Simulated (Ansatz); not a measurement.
## Sc4Al: band-structure calculation

Sc4Al (I4/m, 5 atoms in the cell), computed with DFT PBE, scalar-relativistic, plane waves, PAW, no spin polarisation (Ansatz 0.2.0).

The structure was made by a generator, so it may or may not be a known phase. Figures and captions count atoms from 1; the log counts them from 0 in places.

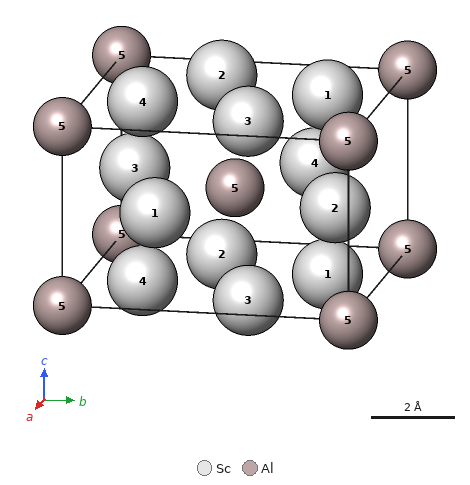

Figure 1. The input geometry (spheres-only view of the cell 2 times as large as that of the calculation, set on its symmetry axes, seen slightly off an axis; atoms are numbered from 1 in the order of the input).

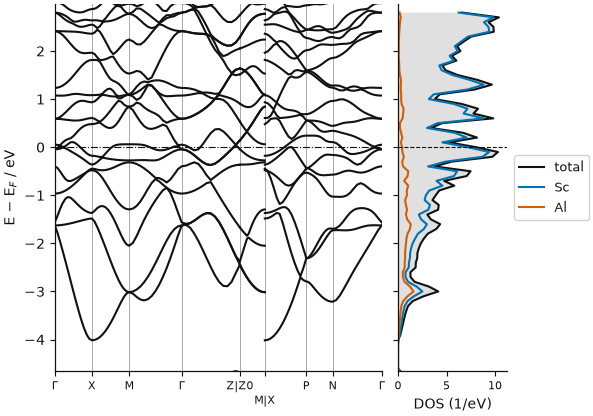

Figure 2. Band structure along Γ–X–M–Γ–Z|Z0–M|X–P–N–Γ and density of states (projected on Löwdin-orthogonalised atomic shells), with energies from the Fermi level. Bands cross the Fermi level: a metal at this level of theory.

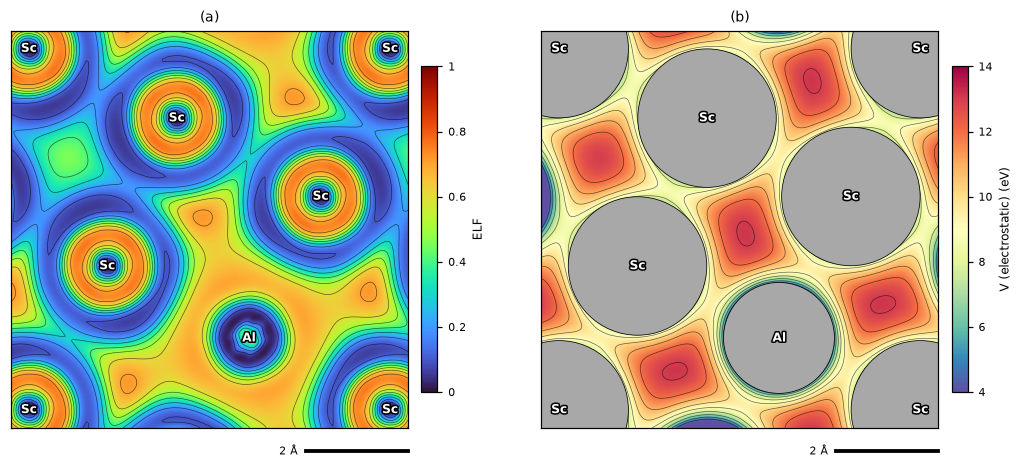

Figure 3. (a) electron localisation function; (b) electrostatic potential (local pseudopotential plus Hartree) felt by an electron on the (001) plane of the conventional cell. Grey discs, where drawn, cover atomic cores. The section cuts through Sc and Al sites. Sc–Al (3.11 Å): the ELF is about 0.40 at the midpoint, as expected for nearly free electrons, as in a simple metal. Sc–Sc (3.21 Å): the ELF is about 0.30 at the midpoint (no shared electron pair).  The strong features right at Sc lie inside the PAW spheres (semicore, d or f shells) and say nothing about bonding. Outside the cores the potential energy rises away from the atoms and is highest about 2.1 Å from the nearest atoms; outside the discs it spans about 8 eV, and its zero is arbitrary. In a PAW calculation such maps are meaningful between the atoms, not at the nuclei.

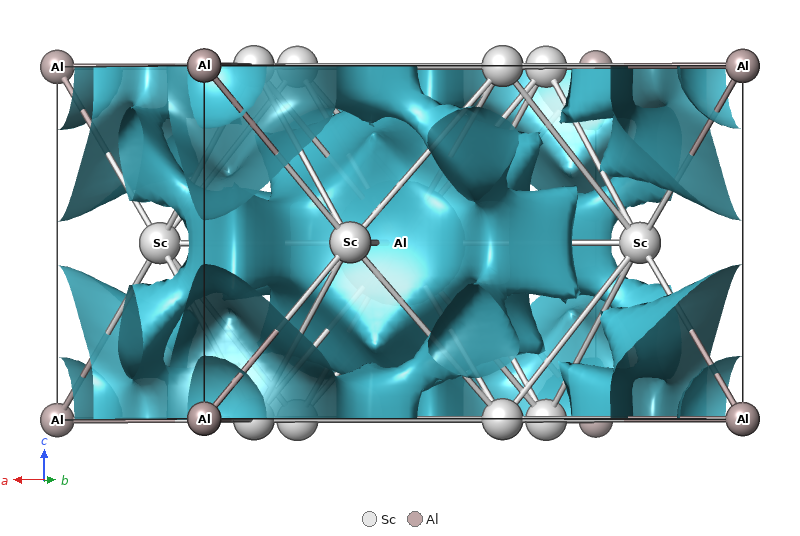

Figure 4. Isosurface of the electron localisation function at 0.5 (cyan), seen at an oblique angle. Core shells and regions of very low density are left out. Sticks mark near contacts. The outline is the cell set on symmetry axes. Profiles from the grid: Sc–Sc (3.09 Å): the ELF is about 0.10 at the midpoint; no shared electron pair. Sc–Al (3.11 Å): the ELF is about 0.40 at the midpoint, which marks metallic bonding.

The input that produced these results follows, with the program's output.

**Input**
```yaml
crystal:
  lattice:
    - [-3.5345512958, 3.5345512958, 2.2365015554]
    - [3.5345512958, -3.5345512958, 2.2365015554]
    - [3.5345512958, 3.5345512958, -2.2365015554]
  atoms:
    - { symbol: Sc, position: [0.1991412316, 0.3915541441, 0.5906953757] }
    - { symbol: Sc, position: [0.6084458559, 0.1991412316, 0.8075870876] }
    - { symbol: Sc, position: [0.3915541441, 0.8008587684, 0.1924129124] }
    - { symbol: Sc, position: [0.8008587684, 0.6084458559, 0.4093046243] }
    - { symbol: Al, position: [0.0, 0.0, 0.0] }
basis:
  ecutwfc: 420
kpoints:
  mp_grid: { grid: [10, 10, 10] }
  band_path:
    path:
      - [[0.0, 0.0, 0.0], [-0.5, 0.5, 0.0], [-0.5, 0.5, 0.5], [0.0, 0.0, 0.0], [-0.35009441, -0.35009441, 0.35009441]]
      - [[-0.64990559, 0.35009441, 0.64990559], [-0.5, 0.5, 0.5]]
      - [[-0.5, 0.5, 0.0], [-0.75, 0.25, 0.25], [-0.5, 0.0, 0.5], [0.0, 0.0, 0.0]]
    npoints: 14
hamiltonian:
  xc: pbe
scf:
  occupations: { method: gaussian, width: 0.1 }
  n_extra_bands: 12
output:
  forces: true
  stress: true
  eigenvalues: true
  populations: true
  dos: { projected: true, de: 0.02, nscf_kmesh: { grid: [12, 12, 12] } }
  bader: true
  write_density: true
  write_potential: true
  elf: true
  volumetric_format: npy
```

Launch command:
```bash
ansatz run input.yaml --threads 1 --pin off --max-ram 2560MiB --backend cpu --events-out ev --progress --plain --runs-dir out
```

**The program's output**
```
scf.n_extra_bands = 12 over 24 filled bands (N_el = 47.0): the run solves 36 bands
Engine: ansatz 0.2.0, x86_64-unknown-linux-gnu
Pseudopotentials: kind: paw
Pseudopotential: Sc, paw, valence charge 11, recommended cutoff 420 eV (normal), Sc.paw.azcp
Pseudopotential: Al, paw, valence charge 3, recommended cutoff 420 eV (normal), Al.paw.azcp
Functional definition: PBE
  parameter kappa = 0.804
  parameter beta = 0.06672455060314922
  exchange = pbe_x(kappa = kappa, mu = beta*pi^2/3)
  correlation = pbe_c(beta = beta)
Crystal: 5 atoms, lattice volume = 111.763 Å³
Basis set: ecut = 420 eV, 2163 PW (Γ), exchange–correlation on 80×80×80 points (8 copies of the dense FFT grid, shifted against one another)
Bands: 36, of which v1, the nominal top of the filled ones, is band 24 counted from 1 (23 counted from 0)
Symmetry: 8 space group operations
Space group: I4/m (ITA 87), of the structure as read, at distance tolerance 4.8e-5 Å
k-points: 144 of 1000
Non-local potential: Sc, projectors of the file, l = 0: 3, l = 1: 2, l = 2: 3, l = 3: 1
Non-local potential: Al, projectors of the file, l = 0: 2, l = 1: 2, l = 2: 1
PAW form: soft (Blöchl's): semilocal exchange-correlation on the pseudo side does not see the compensation charge
PAW one-centre angular grid: Sc, 590 points (default); XC on 64 Gauss nodes
PAW one-centre angular grid: Al, 110 points (default); XC on 64 Gauss nodes
Initial density: superposition of atomic densities (neutral atoms: chi_scale 0, normalization atom), corrected by the library's trained network
Initial wavefunctions: pseudopotential atomic-orbital guess
Functional: x = pbe(κ = 0.804, μ = 0.2195149727645171), c = pbe(β = 0.06672455060314922)
SCF iter   1: F=—  HF=-9081.437955 eV  |F-HF|=—  |Δ(HF+E_count)|=         —  Δρ=3.09e-3  dr2=1.30e-2  ethr=1.77e-3  ⟨swp⟩=4.9  Hψ=21373  notcnv=0
preconditioner: auto → Kerker (q_TF=auto, 2.362 Å⁻¹)  [metal: Δε(μ)=0.007 eV  Ē_g=3.659 eV  σ=0.100 eV  W_gap=0.04  n_scr=16 (ndim 8)  ℏωp=13.6 eV  f_vac=0.000  D(μ)=8.01/eV (n_scr^D=90)]
SCF iter   2: F=—  HF=-9081.435113 eV  |F-HF|=—  |Δ(HF+E_count)|=   2.84e-3  Δρ=1.65e-3  dr2=4.74e-3  ethr=2.77e-5  ⟨swp⟩=1.0  Hψ=6337  notcnv=0
SCF iter   3: F=—  HF=-9081.434264 eV  |F-HF|=—  |Δ(HF+E_count)|=   8.49e-4  Δρ=2.70e-4  dr2=1.70e-4  ethr=1.01e-5  ⟨swp⟩=2.0  Hψ=5468  notcnv=0
SCF iter   4: F=—  HF=-9081.434226 eV  |F-HF|=—  |Δ(HF+E_count)|=   3.84e-5  Δρ=5.67e-5  dr2=5.38e-6  ethr=3.61e-7  ⟨swp⟩=2.0  Hψ=5428  notcnv=0
SCF iter   5: F=—  HF=-9081.434207 eV  |F-HF|=—  |Δ(HF+E_count)|=   1.87e-5  Δρ=1.53e-5  dr2=2.86e-7  ethr=1.14e-8  ⟨swp⟩=2.0  Hψ=5512  notcnv=0
SCF iter   6: F=-9081.434207 eV  HF=-9081.434207 eV  |F-HF|=8.69e-9  |Δ(HF+E_count)|=   4.15e-8  Δρ=3.84e-6  dr2=2.15e-8  ethr=2.13e-10  ⟨swp⟩=9.9  Hψ=28051  notcnv=0
SCF 1 converged in 6 iterations: F = -9081.434207 eV  dr2 = 2.15e-8
  greatest PAW one-centre occupation: 0.998 electrons in one spin orbital (limit 2), on the Sc atom at site 3 (counted from 0), in its partial waves of l = 0
NSCF: frozen V_eff on 115 k-points
NSCF: frozen V_eff on 242 k-points
SCF converged after 6 iterations
Free energy (F): -9081.434207 eV
Harris-Foulkes:  -9081.434207 eV  (|F-HF|=8.69e-9)
Internal energy: -9081.393815 eV  (E = F + TS)
E sigma→0 (E₀):  -9081.414011 eV
Entropy (-TS):   -0.040392 eV (-8.078 meV/atom)
Fermi energy:    9.293626 eV
--- Per-component energies (eV) ---
  E_band       = -653.847163
  E_kinetic    = 1066.230846
  E_local      = -3557.464711  (includes V_loc(G=0)·N_el)
  E_nonlocal   = 344.557744
  E_hartree    = 1253.436704
  E_xc         = -456.569408
  E_vxc        = -544.957688  (∫ρ·V_xc dr)
  E_paw        = -4290.067037  (= ΣΔE_a)
  E_vpaw       = -469.084371  (= ΣTr[D̂ρ^β])
  E_aug_tail   = 0.000038  (compensation charges beyond the density's cutoff)
  E_ewald      = -3441.517990
  E_smearing   = -0.040392  (= −TS)
  E_closure    = 0.000000  (closes the sum)
  Σ components = -9081.434207   (vs F -9081.434207, Δ=0.00e0)
--- Forces (eV/Å), atoms counted from 1 ---
  atom   1  Sc     0.00084800     0.00139296    -0.00000000
  atom   2  Sc     0.00139296    -0.00084800     0.00000000
  atom   3  Sc    -0.00139296     0.00084800     0.00000000
  atom   4  Sc    -0.00084800    -0.00139296    -0.00000000
  atom   5  Al     0.00000000     0.00000000     0.00000000
  max |Σ_I F_I| component: 1.04e-17 eV/Å
--- Stress (GPa, compression-positive) ---
       -0.004009       0.000000       0.000000
       -0.000000      -0.004009       0.000000
        0.000000       0.000000       0.015046
  P = ⅓ Tr σ = 0.0023 GPa (0.023 kbar)
--- Band table (eV; the first three rows and the last of 144) ---
  k-point 0: bands = ["-40.0178", "-39.9381", "-39.9263", "-39.9263", "-18.7966", "-18.7262", "-18.6984", "-18.6984", "-18.6649", "-18.6649", "-18.6468", "-18.5689", "-18.4998", "-18.4427", "-18.4126", "-18.4126", "2.8066", "7.6677", "7.6677", "7.7288", "8.3290", "8.8962", "9.2499", "9.2499", "9.3471", "9.8842", "9.8842", "10.3677", "10.5264", "11.7069", "11.7069", "12.0913", "12.0913", "12.2898", "12.3963", "12.5579"]
  k-point 1: bands = ["-40.0162", "-39.9408", "-39.9262", "-39.9254", "-18.7936", "-18.7333", "-18.7126", "-18.6985", "-18.6680", "-18.6531", "-18.6300", "-18.5646", "-18.5015", "-18.4450", "-18.4206", "-18.4121", "2.8672", "7.1718", "7.6778", "8.1108", "8.3600", "8.7223", "9.2795", "9.3061", "9.3816", "9.8751", "9.9544", "10.3654", "10.5692", "11.6346", "11.7045", "11.9957", "12.0602", "12.2701", "12.4596", "12.5981"]
  k-point 2: bands = ["-40.0115", "-39.9472", "-39.9259", "-39.9239", "-18.7906", "-18.7390", "-18.7353", "-18.6989", "-18.6726", "-18.6299", "-18.6000", "-18.5549", "-18.5065", "-18.4517", "-18.4430", "-18.4110", "3.0431", "6.5904", "7.7056", "8.2536", "8.4484", "8.5868", "9.2234", "9.3839", "9.4723", "9.8558", "10.1040", "10.3852", "10.6926", "11.4653", "11.6997", "11.8922", "11.9627", "12.1543", "12.6082", "12.6835"]
  k-point 143: bands = ["-39.9657", "-39.9657", "-39.9526", "-39.9249", "-18.8407", "-18.7234", "-18.6978", "-18.6828", "-18.6828", "-18.5824", "-18.5308", "-18.5308", "-18.5013", "-18.5013", "-18.4943", "-18.4688", "4.3760", "6.2792", "6.2792", "7.2448", "7.9998", "8.9794", "9.0194", "9.3550", "10.1355", "10.1355", "10.3835", "10.3835", "10.3851", "10.8239", "11.5328", "12.0672", "12.0672", "12.2777", "12.3852", "12.5003"]
--- Löwdin populations: 5 sites ---
  site symbol       q [e]
     0     Sc     10.6746
     1     Sc     10.6746
     2     Sc     10.6746
     3     Sc     10.6746
     4     Al      3.9504
  spilling = 0.007470 (of n_electrons = 47.000000)
--- Bader charges: 5 sites ---
  site symbol  charge [e]  shift [e] shared [e]
     0     Sc      0.5363     0.0000     0.4963
     1     Sc      0.5363     0.0000     0.4963
     2     Sc      0.5363     0.0000     0.4964
     3     Sc      0.5363     0.0000     0.4964
     4     Al     -1.9854     0.0000    -1.9854
  maxima off the nuclei: 2, with 0.1597 electrons
  on the straight line to a nucleus their density falls by 2.9e-3 of itself; PAW files or a low cutoff
  can make one that falls by little (a run on other files and one at a higher cutoff tell): if they did, read the shared
  charge, to which what the maxima have on the atom's side is counted
  estimated error of the sums over rays = 7.8e-4 e
```

**File bader_charges.tsv**
```
# site	symbol	x_ang	y_ang	z_ang	partial_charge_e	electrons	volume_ang3	relative_density_drop	shared_charge_e	partial_wave_shift_e
# quadrature_error_electrons = 7.8e-4
0	Sc	2.7679	1.4077	0.0000	0.53628	20.46372	19.01	-	0.49635	0.00000
1	Sc	1.4077	4.3012	0.0000	0.53626	20.46374	19.01	-	0.49635	0.00000
2	Sc	2.1268	-0.7666	2.2365	0.53626	20.46374	19.01	-	0.49636	0.00000
3	Sc	0.7666	2.1268	2.2365	0.53627	20.46373	19.01	-	0.49636	0.00000
4	Al	0.0000	0.0000	0.0000	-1.98540	14.98540	34.55	-	-1.98540	0.00000
-	-	3.5345	0.0000	1.1181	-0.07984	0.07984	0.59	2.90e-3	-	-
-	-	0.0000	3.5346	1.1184	-0.07983	0.07983	0.59	2.90e-3	-	-
```

**Key numbers**

```json
{"quantity": "outcome", "value": "converged"}
{"quantity": "space group (tolerance 0.01 Å)", "value": "I4/m (87)"}
{"quantity": "electrons treated", "value": "47"}
{"quantity": "free energy", "value": "−9081.4342 eV"}
{"quantity": "Fermi energy", "value": "9.294 eV"}
{"quantity": "gap on the k-point mesh", "value": "none (metallic)"}
{"quantity": "pressure", "value": "0.00 GPa"}
{"quantity": "largest force (length of the vector)", "value": "0.002 eV/Å"}
{"quantity": "hardware", "value": "1 thread of AMD EPYC (Zen 5), 32 GiB of memory available, shared host"}
{"quantity": "wall time", "value": "55 s"}
{"quantity": "peak memory", "value": "0.91 GiB"}
```
